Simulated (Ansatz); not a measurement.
# N (cell charge −2, with a compensating background) (cell with a defect): what the fields show

The calculation's input:

```
crystal:
  lattice:
    - [0.0, -8.1886406043, 5.3249595272]
    - [0.0, 8.1886406043, 5.3249595272]
    - [-8.1886406043, 0.0, -5.3249595272]
  atoms:
    - { symbol: "N", position: [0.8022395316, 0.2500321391, 0.0522716707] }
    - { symbol: "N", position: [0.3024478147, 0.7481985233, 0.0506463379] }
    - { symbol: "N", position: [0.5509420789, 0.5, 0.0509420789] }
    - { symbol: "N", position: [0.3024478147, 0.2518014767, 0.5542492914] }
    - { symbol: "N", position: [0.5403158958, 0.0, 0.5403158958] }
    - { symbol: "N", position: [0.0500891076, 0.5, 0.5500891076] }
    - { symbol: "N", position: [0.8022395316, 0.7499678609, 0.5522073925] }
    - { symbol: "N", position: [0.4887251854, 0.1942743425, 0.1987286831] }
    - { symbol: "N", position: [0.2579704513, 0.4579083992, 0.2031088617] }
    - { symbol: "N", position: [0.7452004626, 0.9451384104, 0.2031088617] }
    - { symbol: "N", position: [0.0044543406, 0.7100034977, 0.1987286831] }
    - { symbol: "N", position: [0.7547654225, 0.4596350794, 0.7022039563] }
    - { symbol: "N", position: [0.0014826966, 0.19749246, 0.7083763246] }
    - { symbol: "N", position: [0.5108838646, 0.7068936281, 0.7083763246] }
    - { symbol: "N", position: [0.2425688769, 0.9474385338, 0.7022039563] }
    - { symbol: "N", position: [0.444538458, 0.0, 0.444538458] }
    - { symbol: "N", position: [0.2067469707, 0.2558219936, 0.4625689644] }
    - { symbol: "N", position: [0.7065562166, 0.7536127761, 0.4601689927] }
    - { symbol: "N", position: [0.9544741556, 0.5, 0.4544741556] }
    - { symbol: "N", position: [0.7065562166, 0.2463872239, 0.9529434405] }
    - { symbol: "N", position: [0.9087627711, 0.0, 0.9087627711], spin: 1.0 }
    - { symbol: "N", position: [0.4552296143, 0.5, 0.9552296143] }
    - { symbol: "N", position: [0.2067469707, 0.7441780064, 0.9509249771] }
    - { symbol: "N", position: [0.4887251854, 0.2899965023, 0.294450843] }
    - { symbol: "N", position: [0.2425688769, 0.5403649206, 0.2951303431] }
    - { symbol: "N", position: [0.7547654225, 0.0525614662, 0.2951303431] }
    - { symbol: "N", position: [0.0044543406, 0.8057256575, 0.294450843] }
    - { symbol: "N", position: [0.7452004626, 0.5420916008, 0.8000620521] }
    - { symbol: "N", position: [0.0014826966, 0.2931063719, 0.8039902366] }
    - { symbol: "N", position: [0.5108838646, 0.80250754, 0.8039902366] }
    - { symbol: "N", position: [0.2579704513, 0.0548615896, 0.8000620521] }
  host:
    lattice:
      - [4.0943203022, 0.0, 0.0]
      - [0.0, 4.0943203022, 0.0]
      - [0.0, 0.0, 5.3249595272]
    atoms:
      - { symbol: "N", position: [0.9048714992, 0.9048714992, 0.0] }
      - { symbol: "N", position: [0.5951285008, 0.4048714992, 0.5] }
      - { symbol: "N", position: [0.0951285008, 0.0951285008, 0.0] }
      - { symbol: "N", position: [0.4048714992, 0.5951285008, 0.5] }
total_charge: -2
basis:
  ecutwfc: 420
  xc_grid: 2
kpoints:
  mp_grid: { grid: [2, 2, 2], shift: [0.5, 0.5, 0.5] }
hamiltonian:
  xc: pbe
  dispersion: d3bj
scf:
  occupations: { method: gaussian, width: 0.01 }
output:
  forces: true
  stress: false
  eigenvalues: true
  populations: true
  charged_corrections:
    defect_position: [0.04756425, 0.0, 0.04756425]
    epsilon: [[1.6577, 0.0, 0.0], [0.0, 1.6577, 0.0], [0.0, 0.0, 1.5184]]
  write_density: true
  write_potential: true
  elf: true
  volumetric_format: npy
magnetization:
  spin_polarized: true
relax:
  adjacent_minimum: "off"
  f_tol: 0.025
  max_steps: 45
```

Command:

```sh
ansatz run input.yaml --threads 4 --pin off --max-ram 6144MiB --backend cpu --events-out ev --progress --plain --runs-dir out
```

The fields are those of the relaxed geometry.

Spin-polarised.

Level of theory: DFT PBE+D3(BJ), scalar-relativistic, plane waves, PAW in Ansatz 0.2.0.

In a PAW calculation such maps are meaningful between the atoms, not at the nuclei.

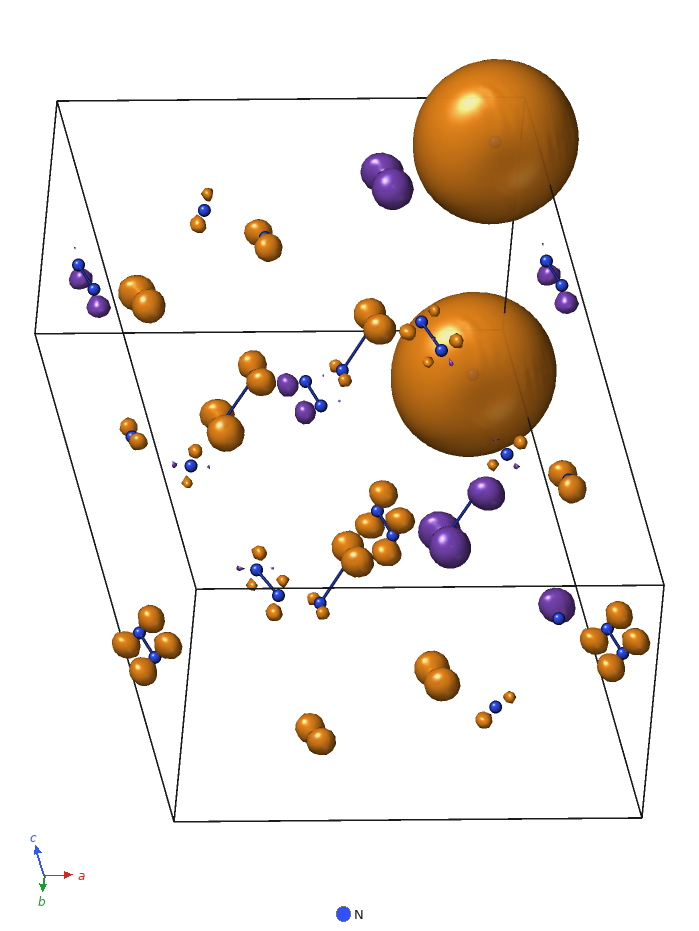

Figure 1. Isosurfaces of the spin density at +0.015 (orange) and −0.015 e/Å³ (purple), seen at an oblique angle. Sticks mark near contacts.

**Where is the spin, and how is it ordered?**

The spin density sits on N: +2.2 μB in one cell of 31 atoms: a single local moment. The cell of the calculation (31 atoms) carries 2.5 μB of net spin moment.

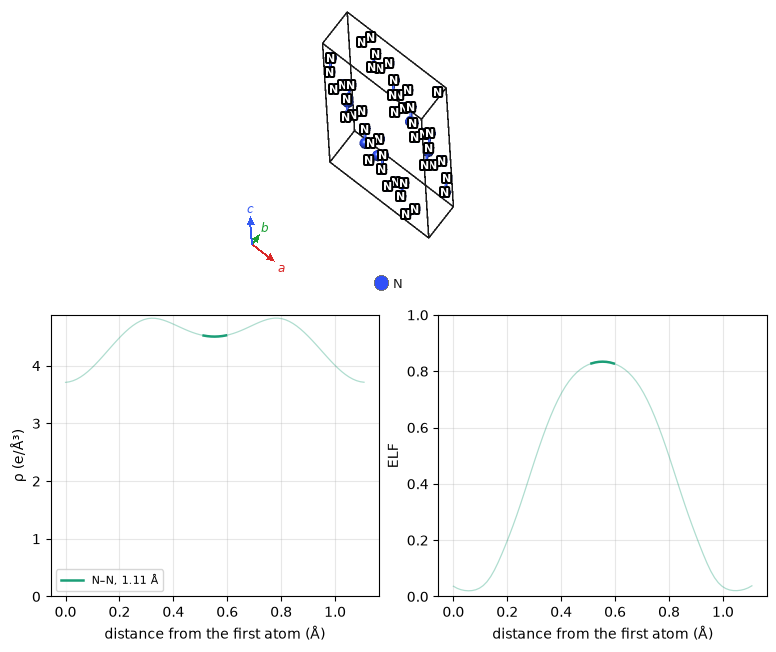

Figure 2. Valence charge density (pseudo) and ELF along straight lines between neighbouring atoms. Thin, pale parts lie inside the atomic spheres. The structure is drawn too.

**What can be read from the curves?**

N–N (1.11 Å): ρ is about 4.5 e/Å³ halfway; the ELF peaks at about 0.85 between the atoms.

**Does the calculation give a band gap?**

It is metallic or semimetallic at this level of theory: no gap opens.
